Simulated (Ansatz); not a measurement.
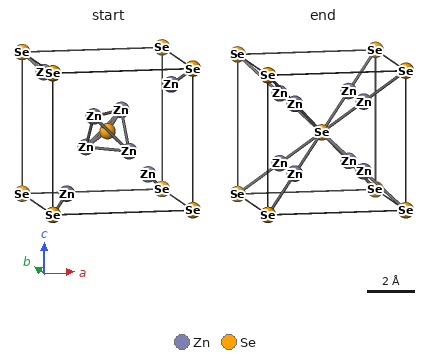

The structure of a crystal of Zn4Se (a generated structure, set up in I-43m) (coarse preliminary run) before (left) and after (right) a relaxation, at one scale.

Style: ball-and-stick. Shown: the conventional cell (2 times the calculation's cell), slightly off an axis. Lengths and directions refer to the drawn axes.

Level of theory: DFT PBE, scalar-relativistic, plane waves, PAW in Ansatz 0.2.0. Settings: plane-wave cutoff 420 eV; k-point mesh 4 × 4 × 4; occupations gaussian; smearing width 0.1 eV; no spin polarisation; cell and atoms relaxed; force threshold 0.04 eV/Å; at most 70 steps.

What changed between the two?

Answer. The largest moves relative to the cell, 1.29 Å, are those of Zn atoms. Se stays in place. The volume changes by −4.2 %, with a = b = c 6.142 → 6.054 Å (−1.4 %). Among the contacts that change: Zn–Zn 2.204 → 4.285 Å, Se–Zn 3.970 → 2.619 Å, Se–Zn 1.349 → 2.624 Å. New bonds form: Se–Zn (3.97 → 2.62 Å). Bonds break: Zn–Zn (2.20 → 4.28 Å). The space group (tolerance 0.01 Å) goes from I-43m (No. 217) to Im-3m (No. 229). After 10 accepted moves (12 points after the start) the energy has fallen by 103.946 eV per cell of the calculation. Largest force component: 59 eV/Å at the start, 0.0046 eV/Å at the end. Pressure: 246.21 GPa at the start and −0.15 GPa at the end. The SCF was repeated twice at an unchanged geometry on a basis and grid sized afresh for the cell, which shifted the energy by 3.4 meV per cell of the calculation at most. The run took 60 s on 1 thread of Arm Neoverse V2, on a shared host, peak memory 0.35 GiB.
